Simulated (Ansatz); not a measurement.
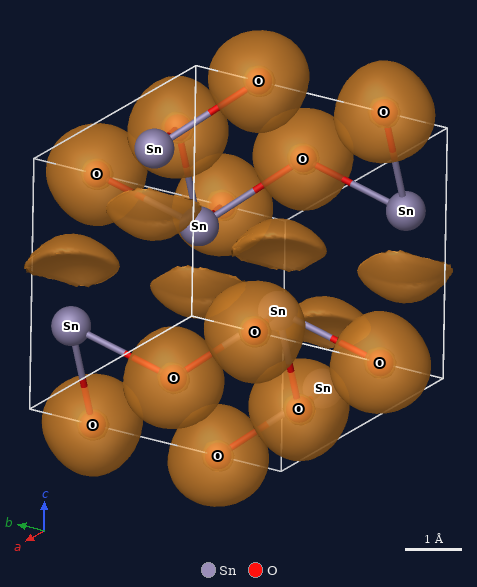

The picture shows: SnO. Isosurface of the ELF at 0.6 (orange), seen at an oblique angle. Core shells and regions of very low density are left out. Sticks mark near contacts.

Space group C2/m; changed on purpose from its base cell (equal xy, yz and zx shear strains of -2 %, PAW files); computed pressure about −3 GPa in this cell.

Method: Ansatz 0.2.0, DFT, LDA, PAW with Ansatz's default frozen-core files, scalar-relativistic.

Identify the bonds, lone pairs and shells in this picture.

Answer. The surface consists of four lobes on Sn, pointing away from the bonds (lone pairs) and four regions wrapped around O (the valence shell of each), counted in one cell of 8 atoms. Any copies at cell faces, edges or corners count once. Profiles from the grid: Sn–O (2.20 Å): the ELF peaks at about 0.85 in the valence shell of O, 0.6 Å from its nucleus, and is about 0.20 at the midpoint (no shared electron pair shows on this line).
